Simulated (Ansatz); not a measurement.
System: ZnSe (amorphous cell).

Input file:

```
crystal:
  lattice:
    - [6.933873, -0.548759, 0.05156]
    - [-0.606143, 6.831456, 1.073493]
    - [0.036242, 1.072653, 7.907486]
  atoms:
    - { symbol: Zn, position: [0.477689974, 0.9492393775, 0.8725670162] }
    - { symbol: Zn, position: [0.9778477072, 0.9490752914, 0.1229697528] }
    - { symbol: Zn, position: [0.7279006073, 0.4496260732, 0.4976339536] }
    - { symbol: Zn, position: [0.2277675843, 0.4497549691, 0.7477801675] }
    - { symbol: Zn, position: [0.7274905767, 0.4491642709, 0.9978136114] }
    - { symbol: Zn, position: [0.4776384914, 0.9493662851, 0.3730505652] }
    - { symbol: Zn, position: [0.2278300695, 0.4493883851, 0.247585785] }
    - { symbol: Zn, position: [0.9780578911, 0.9499247173, 0.62323851] }
    - { symbol: Se, position: [0.4155175837, 0.5745326048, 0.466248811] }
    - { symbol: Se, position: [0.9152341957, 0.5745089168, 0.7164965684] }
    - { symbol: Se, position: [0.4158186259, 0.5743858402, 0.9664067513] }
    - { symbol: Se, position: [0.665466565, 0.0731077863, 0.0917264898] }
    - { symbol: Se, position: [0.9152513433, 0.5740584485, 0.2161620267] }
    - { symbol: Se, position: [0.6655355648, 0.0748139667, 0.5914434759] }
    - { symbol: Se, position: [0.1655854371, 0.0748305398, 0.8415585115] }
    - { symbol: Se, position: [0.1653688629, 0.07470037, 0.3415368071] }
basis:
  ecutwfc: 500
kpoints:
  mp_grid: { grid: [4, 4, 4] }
hamiltonian:
  xc: r2scan
scf:
  occupations: { method: gaussian, width: 0.1 }
  n_extra_bands: 8
output:
  forces: true
  stress: true
  eigenvalues: true
  populations: true
  dos:
    method: { smearing: { sigma: 0.1, scheme: gaussian } }
    projected: true
    de: 0.02
  write_density: true
  write_potential: true
  elf: true
  volumetric_format: npy
```

Run with:

```sh
ansatz run input.yaml --threads 2 --pin off --max-ram 4096MiB --backend cpu --events-out ev --progress --plain --runs-dir out
```

All numbers below come from Ansatz 0.2.0, DFT r2SCAN, scalar-relativistic, plane waves, PAW.

What can the converged valence pseudo-density and electron localisation function tell about the bonding?

Answer. Zn–Se (2.45 Å): ρ at the midpoint is about 0.47 e/Å³; the ELF is about 0.60 at the midpoint.

Does the calculation give a band gap?

Answer. It is gapped, with a Kohn–Sham gap of 1.8 eV on the k-point mesh (the band edges may lie off the mesh, which would make the gap smaller).

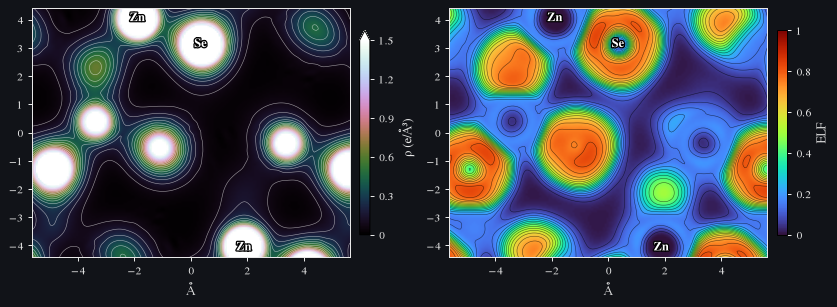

Computed valence pseudo-density and electron localisation function on the (111) plane of the calculation cell, in this order. Atoms just off the plane (Zn, 0.5 Å away and Se, 0.4 Å away) can leave unmarked features too.

Core electrons are frozen (PAW), and the valence fields are smoothed inside the atomic spheres.
